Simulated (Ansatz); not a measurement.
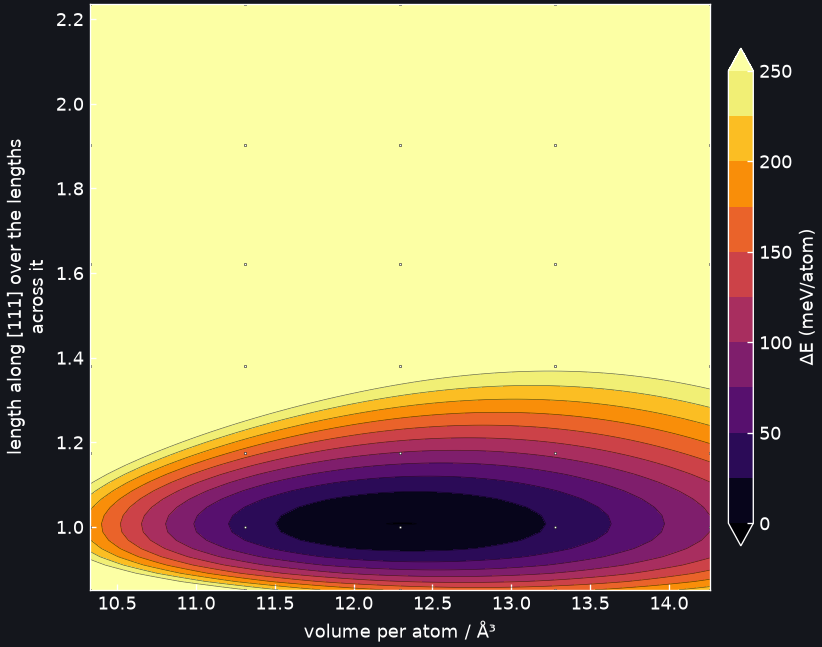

ZnCu (Pm-3m, No. 221; 2 atoms in the cell). The energy is mapped over volume and the cell's shape. The first coordinate is: volume per atom; the second: length along [111] over the lengths across it, relative to the cubic cell. Nothing is relaxed (symmetry fixes all fractional coordinates). The grid has 5 × 7 points. Points are written as (first, second). Energies: meV/atom, counted from the lowest grid point. These are results of DFT PBEsol, scalar-relativistic, plane waves, PAW (Ansatz 0.2.0), not measurements. Settings: cutoff 520 eV, k-mesh 18×18×18, gaussian smearing 0.15 eV, no spin polarisation.

The picture shows filled contours, dots at the grid points, one colour for all values above the top of the scale. Between grid points the surface is interpolated.

Estimate the position of the minimum and the force constants in these coordinates.

Answer. The interpolated minimum is at volume per atom ≈ 12.29 Å³, the second coordinate ≈ 1.000. The curvatures there are about 0.14 eV/(Å³)² and 21 eV, with a cross term of about 0 eV/Å³ (per cell of 2 atoms). Round the minimum the two coordinates are nearly uncoupled.
